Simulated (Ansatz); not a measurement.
## Two runs on Eu

System: Eu (1 atom in the cell).
Method of run A: Kohn-Sham DFT of a periodic cell, PBEsol, Ansatz PAW, spin-polarised (Ansatz 0.2.0).

The structure derives from an entry of the Crystallography Open Database. Text and figures count atoms from 1; the logs count them from 0 in places.

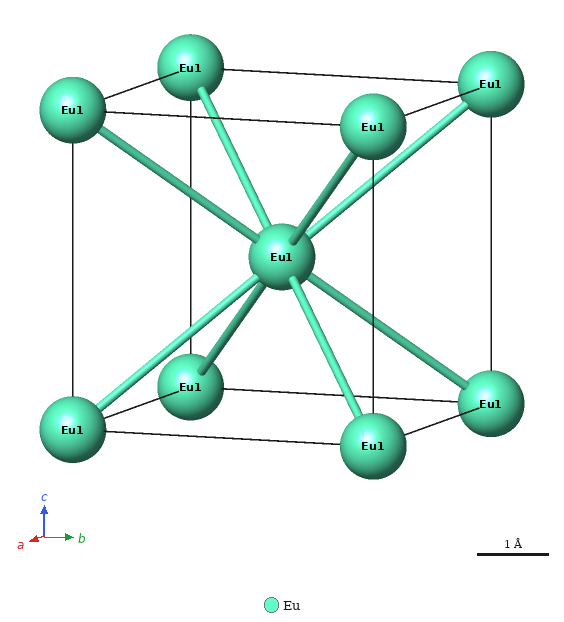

Figure 1. The input geometry (ball-and-stick view of the cell 2 times as large as that of the calculation, set on its symmetry axes, seen slightly off an axis; atoms are numbered from 1 in the order of the input). An atom can appear more than once, as a periodic image.

## The input, run A
```yaml
crystal:
  lattice:
    - [-2.303, 2.303, 2.303]
    - [2.303, -2.303, 2.303]
    - [2.303, 2.303, -2.303]
  atoms:
    - { symbol: Eu, position: [0.0, 0.0, 0.0], spin: 1.8 }
hamiltonian:
  xc: pbesol
  pseudopotentials: { kind: paw }
magnetization:
  spin_polarized: true
  initial_magnetization: 1.8
  spin_locking: { lock_magnetization: hard }
kpoints:
  mp_grid: { grid: [7, 7, 7] }
scf:
  occupations: { method: fermi_dirac, width: 0.05 }
  lower_state_search: "off"
output:
  forces: true
  stress: true
  eigenvalues: true
```

Command:
```bash
ansatz run input.yaml --threads 2 --pin off --max-ram 5632MiB --backend cpu --events-out ev --progress --plain --runs-dir out
```

Hardware: 2 threads of Arm Neoverse V2, 24 GiB of memory available, shared host.

## Output, shortened to warnings, some set-up lines, iterations and results (run A)
```
Warning: output.stress: scf.convergence.dr2_threshold = 1e-7 eV (the SCF's general default) is looser than the 1e-10 eV advised for a printed stress (1e-10 eV for each atom of the cell: 1). What an SCF threshold leaves in a stress goes as its square root, and in the free energy as the threshold itself, and one threshold admits the most on a small cell: of the crystals measured, under no hybrid …
Basis set: ecut = 420 eV, 959 PW (Γ), exchange–correlation on 54×54×54 points (8 copies of the dense FFT grid, shifted against one another)
Symmetry: 48 space group operations
k-points: 20 of 343
Initial density: superposition of atomic densities (chi_scale 0.1, normalization cell)
[...]
SCF iter   1: F=—  HF=-8658.399554 eV  |F-HF|=—  |Δ(HF+E_count)|=         —  Δρ=1.81e-1 (↑1.81e-1 ↓3.95e-2)  dr2=1.97e1  dr2_m=2.54e0  M=1.800 μB ∫|m|=1.984 μB  β_m=0.30  …
SCF iter   2: F=—  HF=-8666.863912 eV  |F-HF|=—  |Δ(HF+E_count)|=    8.46e0  Δρ=3.45e-1 (↑2.79e-1 ↓3.45e-1)  dr2=1.60e2  dr2_m=5.62e-1  M=1.800 μB ∫|m|=1.824 μB  β_m=0.13  …
SCF iter   3: F=—  HF=-8657.721190 eV  |F-HF|=—  |Δ(HF+E_count)|=    9.14e0  Δρ=1.31e-1 (↑1.31e-1 ↓1.73e-2)  dr2=6.24e0  dr2_m=2.23e0  M=1.800 μB ∫|m|=2.175 μB  β_m=0.04  …
SCF iter   4: F=—  HF=-8657.516467 eV  |F-HF|=—  |Δ(HF+E_count)|=   2.05e-1  Δρ=7.57e-2 (↑7.57e-2 ↓6.36e-2)  dr2=7.04e-2  dr2_m=2.17e0  M=1.800 μB ∫|m|=2.407 μB  β_m=0.45  …
SCF iter   5: F=—  HF=-8657.845559 eV  |F-HF|=—  |Δ(HF+E_count)|=   3.29e-1  Δρ=6.84e-2 (↑6.84e-2 ↓2.72e-2)  dr2=7.55e-1  dr2_m=9.88e-1  M=1.800 μB ∫|m|=3.042 μB  β_m=0.12  …
[... 11 lines ...]
SCF iter  17: F=—  HF=-8659.422762 eV  |F-HF|=—  |Δ(HF+E_count)|=   2.60e-6  Δρ=5.03e-5 (↑5.03e-5 ↓6.50e-6)  dr2=1.10e-6  dr2_m=3.35e-7  M=1.800 μB ∫|m|=5.978 μB  β_m=0.99  …
SCF iter  18: F=-8659.422762 eV  HF=-8659.422762 eV  |F-HF|=2.89e-8  |Δ(HF+E_count)|=   1.55e-7  Δρ=1.02e-5 (↑1.02e-5 ↓1.99e-6)  dr2=4.83e-8  dr2_m=1.44e-8  M=1.800 μB …
SCF iter   1: F=—  HF=-8659.422762 eV  |F-HF|=—  |Δ(HF+E_count)|=         —  Δρ=1.02e-5 (↑1.02e-5 ↓2.05e-6)  dr2=4.79e-8  dr2_m=1.47e-8  M=1.800 μB ∫|m|=5.978 μB  β_m=0.30  …
SCF iter   2: F=-8659.422762 eV  HF=-8659.422762 eV  |F-HF|=2.74e-9  |Δ(HF+E_count)|=   1.42e-9  Δρ=5.82e-6 (↑5.59e-6 ↓5.82e-6)  dr2=6.52e-9  dr2_m=1.35e-8  M=1.800 μB …
SCF 2 converged in 2 iterations: F = -8659.422762 eV  dr2 = 6.52e-9
SCF converged after 20 iterations (18 of them on 14 bands)
Stability checked in part: among states of this total moment the steps of a preliminary SCF of the run did not find this state unstable. No probe was made; neither looks for a lower state of another moment (fixed_total_moment; see scf.lower_state_search)
Magnetization: 1.8000 μB (9.4000 up, 7.6000 down)
Absolute magnetization: 6.0228 μB (∫|ρ↑−ρ↓|, with the PAW one-centre terms)
Spin contamination: 3.2846 ħ² per cell (⟨S²⟩ above its minimum at these occupations)
Per-site moments (μB) at R_I (Å): [(2.9443427804186117, 1.6454266165553386)]
Free energy (F): -8659.422762 eV
Harris-Foulkes:  -8659.422762 eV  (|F-HF|=2.74e-9)
Internal energy: -8659.328663 eV  (E = F + TS)
E sigma→0 (E₀):  -8659.375712 eV
Entropy (-TS):   -0.094099 eV (-94.099 meV/atom)
Fermi energy:    6.827378 (↑ 5.596163, ↓ 8.058592) eV
--- Per-component energies (eV) ---
  E_band       = -91.142937
  E_kinetic    = 359.015663
  E_local      = -2258.901396  (includes V_loc(G=0)·N_el)
  E_nonlocal   = 453.209844
  E_hartree    = 881.826346
  E_xc         = -178.826286
  E_vxc        = -206.019882  (∫ρ·V_xc dr)
  E_paw        = -6272.225220  (= ΣΔE_a)
  E_vpaw       = -202.101554  (= ΣTr[D̂ρ^β])
  E_aug_tail   = -0.000000  (compensation charges beyond the density's cutoff)
  E_ewald      = -1644.014444
  E_core_change = 0.586831  (= ΣΔE_core)
  E_smearing   = -0.094099  (= −TS)
  E_closure    = 0.000000  (closes the sum)
  Σ components = -8659.422762   (vs F -8659.422762, Δ=0.00e0)
--- Forces (eV/Å), atoms counted from 1 ---
  atom   1  Eu     0.00000000    -0.00000000    -0.00000000
  max |Σ_I F_I| component: 3.47e-29 eV/Å
--- Stress (GPa, compression-positive) ---
       -4.405102       0.000000      -0.000000
        0.000000      -4.405102      -0.000000
       -0.000000       0.000000      -4.405102
  P = ⅓ Tr σ = -4.4051 GPa (-44.051 kbar)
```

The input of run B differs as follows (lines with − go, lines with + come):
```diff
-    - { symbol: Eu, position: [0.0, 0.0, 0.0], spin: 1.8 }
+    - { symbol: Eu, position: [0.0, 0.0, 0.0], spin: 3.5 }
-  initial_magnetization: 1.8
+  initial_magnetization: 3.5
```

What does this change do to the results?

The total moment is fixed by the input in run A and run B, so the state need not be the lowest. With the same functional and potentials, run B lies 2047.5 meV per atom lower. The net moment of the cell goes from 1.80 to 3.50 μB. The SCF takes 48 iterations against 20. On the same kind of shared host run B took about 1.7 times as long.

## Output, shortened to warnings, some set-up lines, iterations and results (run B)
```
Warning: output.stress: scf.convergence.dr2_threshold = 1e-7 eV (the SCF's general default) is looser than the 1e-10 eV advised for a printed stress (1e-10 eV for each atom of the cell: 1). What an SCF threshold leaves in a stress goes as its square root, and in the free energy as the threshold itself, and one threshold admits the most on a small cell: of the crystals measured, under no hybrid …
Basis set: ecut = 420 eV, 959 PW (Γ), exchange–correlation on 54×54×54 points (8 copies of the dense FFT grid, shifted against one another)
Symmetry: 48 space group operations
k-points: 20 of 343
Initial density: superposition of atomic densities (chi_scale 0.1, normalization cell)
[...]
SCF iter   1: F=—  HF=-8659.357317 eV  |F-HF|=—  |Δ(HF+E_count)|=         —  Δρ=2.56e-1 (↑2.56e-1 ↓5.27e-2)  dr2=1.98e1  dr2_m=1.00e1  M=3.500 μB ∫|m|=3.942 μB  β_m=0.30  …
SCF iter   2: F=—  HF=-8667.203135 eV  |F-HF|=—  |Δ(HF+E_count)|=    7.85e0  Δρ=2.99e-1 (↑2.32e-1 ↓2.99e-1)  dr2=1.16e2  dr2_m=7.73e-1  M=3.500 μB ∫|m|=3.500 μB  β_m=0.16  …
SCF iter   3: F=—  HF=-8659.368659 eV  |F-HF|=—  |Δ(HF+E_count)|=    7.83e0  Δρ=2.20e-1 (↑2.20e-1 ↓4.86e-2)  dr2=1.36e1  dr2_m=7.79e0  M=3.500 μB ∫|m|=4.196 μB  β_m=0.04  …
SCF iter   4: F=—  HF=-8659.243208 eV  |F-HF|=—  |Δ(HF+E_count)|=   1.25e-1  Δρ=1.72e-1 (↑1.08e-1 ↓1.72e-1)  dr2=1.94e0  dr2_m=8.75e0  M=3.500 μB ∫|m|=5.187 μB  β_m=0.18  …
SCF iter   5: F=—  HF=-8659.916250 eV  |F-HF|=—  |Δ(HF+E_count)|=   6.73e-1  Δρ=1.84e-1 (↑5.35e-2 ↓1.84e-1)  dr2=7.51e0  dr2_m=6.31e0  M=3.500 μB ∫|m|=5.581 μB  β_m=0.35  …
[... 39 lines ...]
SCF iter  45: F=—  HF=-8661.470223 eV  |F-HF|=—  |Δ(HF+E_count)|=   3.45e-8  Δρ=9.35e-6 (↑9.35e-6 ↓1.59e-6)  dr2=6.90e-9  dr2_m=9.94e-9  M=3.500 μB ∫|m|=7.789 μB  β_m=0.76  …
SCF iter  46: F=-8661.470223 eV  HF=-8661.470223 eV  |F-HF|=9.98e-9  |Δ(HF+E_count)|=   3.32e-7  Δρ=3.30e-6 (↑3.30e-6 ↓1.06e-6)  dr2=9.58e-10  dr2_m=1.46e-9  M=3.500 μB …
SCF iter   1: F=—  HF=-8661.470223 eV  |F-HF|=—  |Δ(HF+E_count)|=         —  Δρ=3.29e-6 (↑3.29e-6 ↓1.05e-6)  dr2=1.02e-9  dr2_m=1.41e-9  M=3.500 μB ∫|m|=7.789 μB  β_m=0.30  …
SCF iter   2: F=-8661.470223 eV  HF=-8661.470223 eV  |F-HF|=1.04e-8  |Δ(HF+E_count)|=   7.96e-9  Δρ=3.09e-6 (↑3.09e-6 ↓3.35e-7)  dr2=6.22e-10  dr2_m=1.13e-9  M=3.500 μB …
SCF 2 converged in 2 iterations: F = -8661.470223 eV  dr2 = 6.22e-10
SCF converged after 48 iterations (46 of them on 15 bands)
Stability checked in part: among states of this total moment the steps of a preliminary SCF of the run did not find this state unstable. No probe was made; neither looks for a lower state of another moment (fixed_total_moment; see scf.lower_state_search)
Magnetization: 3.5000 μB (10.2500 up, 6.7500 down)
Absolute magnetization: 7.7860 μB (∫|ρ↑−ρ↓|, with the PAW one-centre terms)
Spin contamination: 2.4839 ħ² per cell (⟨S²⟩ above its minimum at these occupations)
Per-site moments (μB) at R_I (Å): [(4.715068006784689, 1.6454266165553386)]
Free energy (F): -8661.470223 eV
Harris-Foulkes:  -8661.470223 eV  (|F-HF|=1.04e-8)
Internal energy: -8661.353305 eV  (E = F + TS)
E sigma→0 (E₀):  -8661.411764 eV
Entropy (-TS):   -0.116918 eV (-116.918 meV/atom)
Fermi energy:    6.526111 (↑ 4.778133, ↓ 8.274089) eV
--- Per-component energies (eV) ---
  E_band       = -98.757582
  E_kinetic    = 359.624028
  E_local      = -2251.412155  (includes V_loc(G=0)·N_el)
  E_nonlocal   = 448.795086
  E_hartree    = 876.149526
  E_xc         = -179.515967
  E_vxc        = -206.943464  (∫ρ·V_xc dr)
  E_paw        = -6271.566209  (= ΣΔE_a)
  E_vpaw       = -201.120582  (= ΣTr[D̂ρ^β])
  E_aug_tail   = -0.000000  (compensation charges beyond the density's cutoff)
  E_ewald      = -1644.014444
  E_core_change = 0.586831  (= ΣΔE_core)
  E_smearing   = -0.116918  (= −TS)
  E_closure    = -0.000000  (closes the sum)
  Σ components = -8661.470223   (vs F -8661.470223, Δ=0.00e0)
--- Forces (eV/Å), atoms counted from 1 ---
  atom   1  Eu     0.00000000    -0.00000000    -0.00000000
  max |Σ_I F_I| component: 3.16e-29 eV/Å
--- Stress (GPa, compression-positive) ---
       -4.512349       0.000000       0.000000
        0.000000      -4.512349      -0.000000
        0.000000      -0.000000      -4.512349
  P = ⅓ Tr σ = -4.5123 GPa (-45.123 kbar)
```

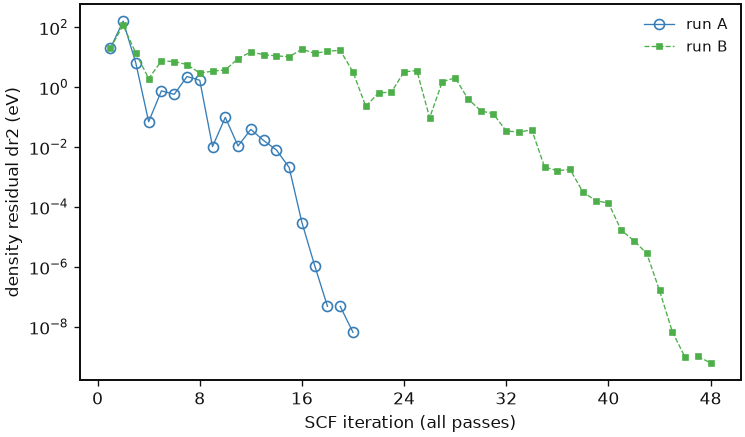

Figure 2. Convergence of the two runs: density residual dr2 against the SCF iteration. A break in a curve parts two SCF passes. Run A takes 20 iterations in all, and run B takes 48.

## The two runs side by side

| quantity | run A | run B |
| --- | --- | --- |
| outcome | converged | converged |
| free energy per atom (eV) | −8659.4228 | −8661.4702 |
| energy per atom, smearing taken to zero (eV) | −8659.3757 | −8661.4118 |
| net moment of the cell (μB) | 1.80 | 3.50 |
| absolute moment of the cell (μB) | 6.02 | 7.79 |
| pressure (GPa) | −4.41 | −4.51 |
| largest force (eV/Å) | 0.000 | 0.000 |
| SCF iterations | 20 | 48 |
| irreducible k-points | 20 | 20 |
| plane waves at Γ | 959 | 959 |
| wall time (shared host) | 2.6 s | 4.4 s |

For both runs: Warnings: the SCF threshold is looser than advised for the printed stress.
